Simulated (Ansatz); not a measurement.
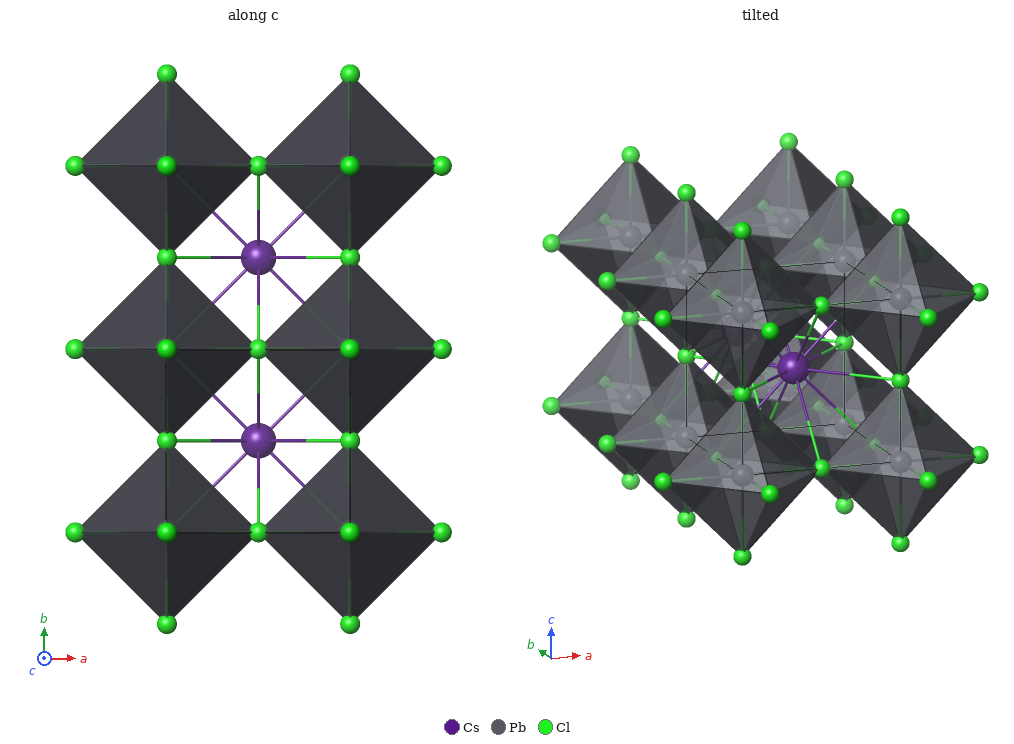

The figure gives a polyhedral picture of the atoms, viewed along the c axis and slightly off an axis. The solid frame is a single conventional unit cell within a 1×2×1 block. Some atoms of the next cells are drawn as well.

CsPbCl3, space group Pm-3m (No. 221), a = 5.74 Å, b = 5.74 Å, c = 5.74 Å, α = 90.00°, β = 90.00°, γ = 90.00°.

Results below were computed with Ansatz 0.2.0, DFT PBE, scalar-relativistic, plane waves, PAW; the settings were plane waves up to 420 eV, k-points about 0.18 Å⁻¹ apart, Gaussian smearing of 0.02 eV, no spin polarisation.

### Is it conducting or gapped at this level?

A semiconductor at this level, with a gap of 2.21 eV on the k-mesh (the true edges may lie between mesh points, so the gap can be somewhat smaller).

The cell started as a structure listed in the Materials Project. What is shown is the relaxed result from DFT PBE, scalar-relativistic, plane waves, PAW (Ansatz 0.2.0).
